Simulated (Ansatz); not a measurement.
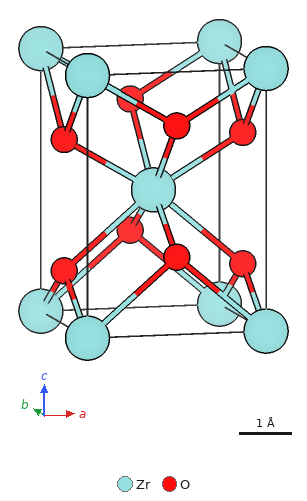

Lattice vibrations of solid ZrO2 relaxed at 3 GPa, space group P4₂/nmc (No. 137), at the zone centre. The picture is a ball-and-stick view of the cell of the calculation, seen slightly off an axis.

All numbers below come from Ansatz, DFT PBEsol, scalar-relativistic, plane waves, PAW.

The input:
```yaml
crystal:
  lattice:
    - [3.5700044016, 0.0, 0.0]
    - [0.0, 3.5700044016, 0.0]
    - [0.0, 0.0, 5.1384332559]
  atoms:
    - { symbol: Zr, position: [0.0, 0.0, 0.0] }
    - { symbol: Zr, position: [0.5, 0.5, 0.5] }
    - { symbol: O, position: [0.0, 0.5, 0.2051858016] }
    - { symbol: O, position: [0.0, 0.5, 0.7051858016] }
    - { symbol: O, position: [0.5, 0.0, 0.2948141984] }
    - { symbol: O, position: [0.5, 0.0, 0.7948141984] }
basis:
  ecutwfc: 420
kpoints:
  mp_grid: { grid: [6, 6, 6] }
hamiltonian:
  xc: pbesol
scf:
  occupations: { method: fixed }
output:
  eigenvalues: true
phonons:
  method: dfpt
  dielectric: true
  rigid_motions: translations
  eigenvectors: true
```

Launched with:
```bash
ansatz run input.yaml --threads 1 --pin off --max-ram 3072MiB --backend cpu --events-out ev --progress --plain --runs-dir out
```

Frequencies are those without the non-analytic (LO–TO) term.

Q: List the optical modes.

A: The calculation's cell holds 6 atoms, so there are 15 optical modes, in 10 levels. The optical modes span 2E_u + 3E_g + A₁g + 2B₁g + A₂u + B₂u. No level is unstable.

| level | symmetry | frequency (cm⁻¹) | activity |
| --- | --- | --- | --- |
| 1 | E_u | 135 | infrared-active |
| 2 | E_g | 139 | Raman-active |
| 3 | A₁g | 271 | Raman-active |
| 4 | B₁g | 317 | Raman-active |
| 5 | A₂u | 332 | infrared-active |
| 6 | E_u | 438 | infrared-active |
| 7 | E_g | 454 | Raman-active |
| 8 | B₁g | 594 | Raman-active |
| 9 | E_g | 644 | Raman-active |
| 10 | B₂u | 654 | silent |

The displacement patterns (one member of each degenerate set), 6 of the levels:

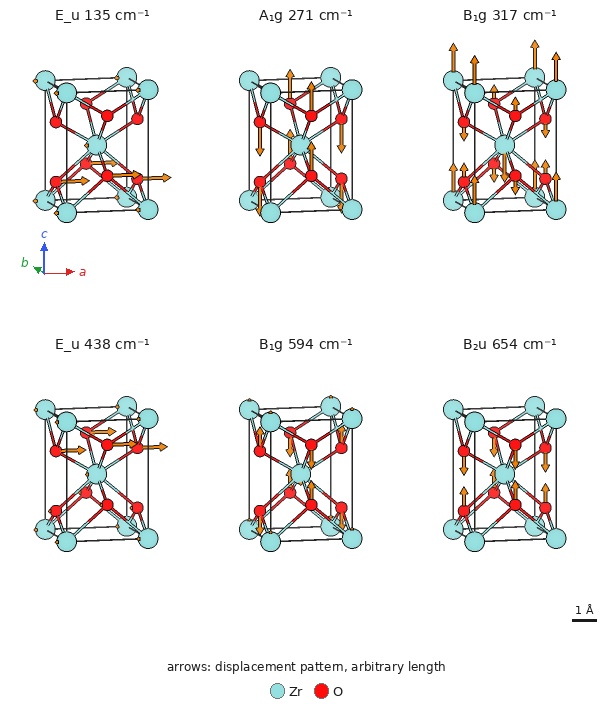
